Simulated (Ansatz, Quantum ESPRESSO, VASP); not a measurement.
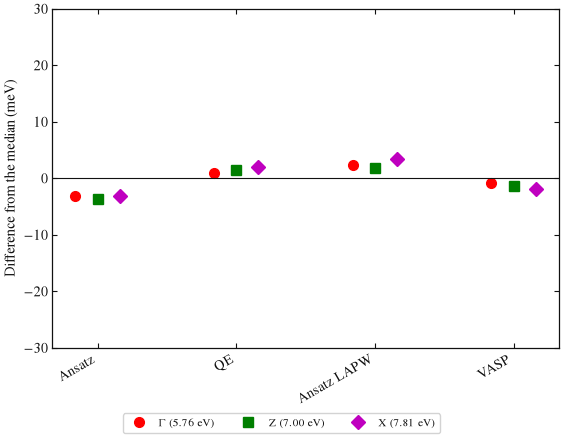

Lowest conduction level at each named k point, counted from the valence-band top at Γ, for SiO₂, space group P4_12_12, 12 atoms in the cell; a = 4.982 Å, c = 6.963 Å (tetragonal axes). Four runs by three programs used PBE (no spin polarisation, no spin-orbit coupling) on the same cell and 6×6×4 k mesh. The plot shows each result less the median of the plane-wave and all-electron runs, which the legend gives. The cell is at 6 GPa in Ansatz.

Q: How well do the programs agree?

A: The plane-wave and all-electron programs (Ansatz, Ansatz LAPW, Quantum ESPRESSO and VASP) agree within 7 meV at these points.

```csv
program,kind,valence electrons,Γ (eV),Z (eV),X (eV)
Ansatz,plane waves,64,5.761,6.995,7.803
Quantum ESPRESSO,plane waves,64,5.765,7.000,7.808
Ansatz LAPW,all-electron,–,5.767,7.001,7.809
VASP,plane waves,64,5.763,6.997,7.804
```

Settings. Ansatz PAW, 420 eV cutoff, Fermi-Dirac smearing of 0.05 eV (Ansatz). SSSP 1.3 efficiency PBE, 748 eV cutoff, Fermi-Dirac smearing of 0.05 eV (Quantum ESPRESSO 7.5). all-electron LAPW, Fermi-Dirac smearing of 0.05 eV (Ansatz). VASP PAW PBE potentials, release 64 (Si, O), 520 eV cutoff, Fermi-Dirac smearing of 0.05 eV (VASP 6.6.1).

LDA, GGA and most meta-GGA functionals understate gaps. The usual form of SiO2 is α-quartz.
